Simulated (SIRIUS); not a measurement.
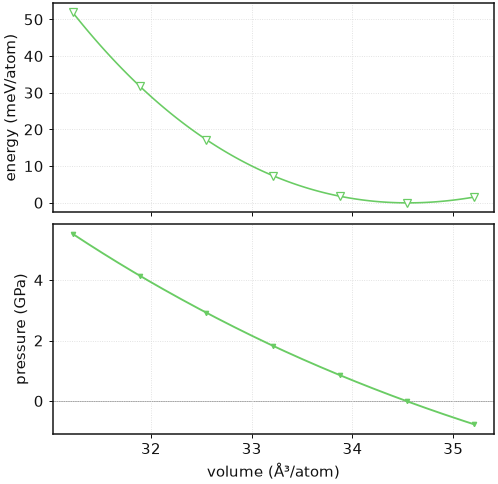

The picture above shows the energy and pressure against volume for HgTe, space group F-43m (No. 216).

Cell as given: a = 4.546 Å, b = 4.546 Å, c = 4.546 Å, α = 60.00°, β = 60.00°, γ = 60.00°; 2 atoms.

Computed with SIRIUS 7.12.0: plane-wave DFT, no spin polarisation; energies at scaled volumes of the given cell, shape and fractions fixed, counted from the fit's minimum, third-order Birch-Murnaghan fit. Level: PBEsol.

- k mesh: 7×7×7
- occupations: Fermi–Dirac
- smearing width: 0.05 eV
- potentials: dojo sr pbesol 0.4.1 standard
- wave cutoff: 1102 eV
- density cutoff: 4408 eV

> How stiff is the solid, and where is its volume at rest?

A third-order Birch–Murnaghan fit gives V0 = 34.55 Å³/atom, B0 = 42.2 GPa and B′ = 5.2.

> How does the pressure vary with volume?

It falls from 5.53 GPa at volume 31.22 Å³/atom to −0.77 GPa at 35.21 Å³/atom, and changes sign near 34.54 Å³/atom.

Keep in mind: spin-orbit coupling left out, heavy elements.
